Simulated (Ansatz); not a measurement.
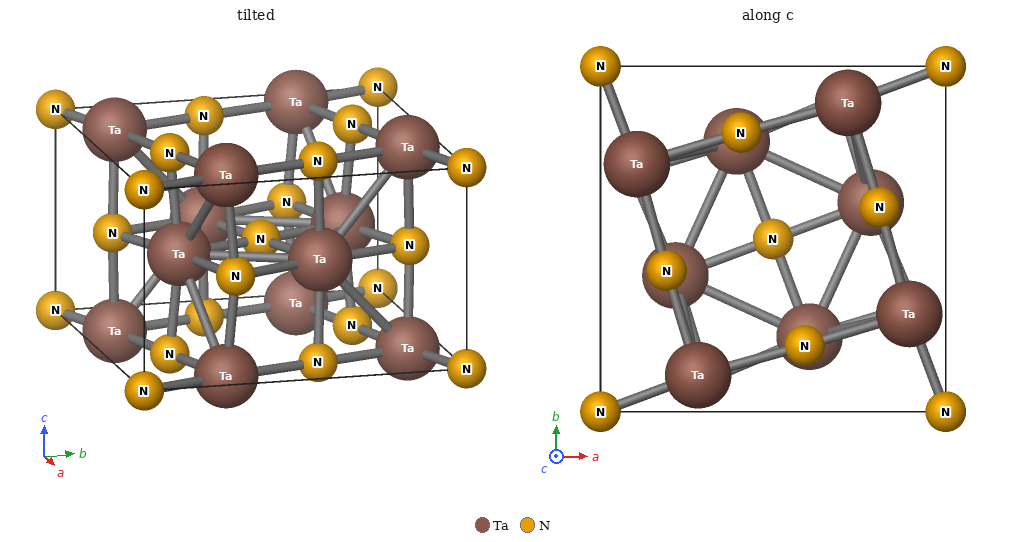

Ball-and-stick drawing of the structure, looking slightly off an axis and along the c axis. The parallelepiped is the conventional unit cell. Cell: a = 6.87 Å, b = 6.87 Å, c = 4.26 Å, α = 90.00°, β = 90.00°, γ = 90.00°.

It goes back to a structure listed in the Materials Project. Earlier steps of the study, as a rule a relaxation of our own, may have changed the cell and positions, so they can lie some per cent off the listed ones. Ansatz was used for an electronic-structure calculation on it.

Q: Characterise what is shown.

A: The stoichiometry is Ta4N5. The symmetry is that of I4/m (No. 87), on a body-centred tetragonal lattice. Cell content 8 Ta, 10 N; Z = 2. Taking every contact within bonding distance, one finds Ta 10 and N 4 to 5 (mean 4.8). Not all metal-metal contacts are counted.

All computed values are from DFT r2SCAN, scalar-relativistic, plane waves, PAW (Ansatz). Settings: plane waves to 500 eV, k-points about 0.17 Å⁻¹ apart, Gaussian smearing of 0.1 eV, no spin polarisation.

Q: Is it conducting or gapped at this level?

A: A metal: bands cross the Fermi level.

Q: What net charge does each kind of atom have (Bader)?

A: Ta +2.20 e; N -1.77 to -1.69 e.

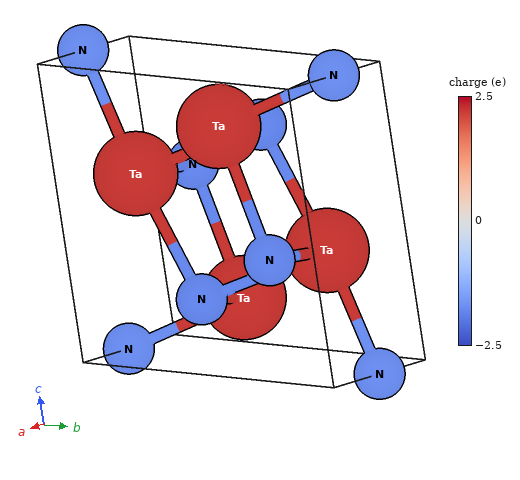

The atoms coloured by those charges. The run's cell of 9 atoms is drawn in a reduced setting, so axes and origin can differ from the first picture.

Q: Is the structure relaxed at this level of theory?

A: Yes. All forces vanish to within 0.01 eV/Å. The pressure is 0.0 GPa, close to zero.
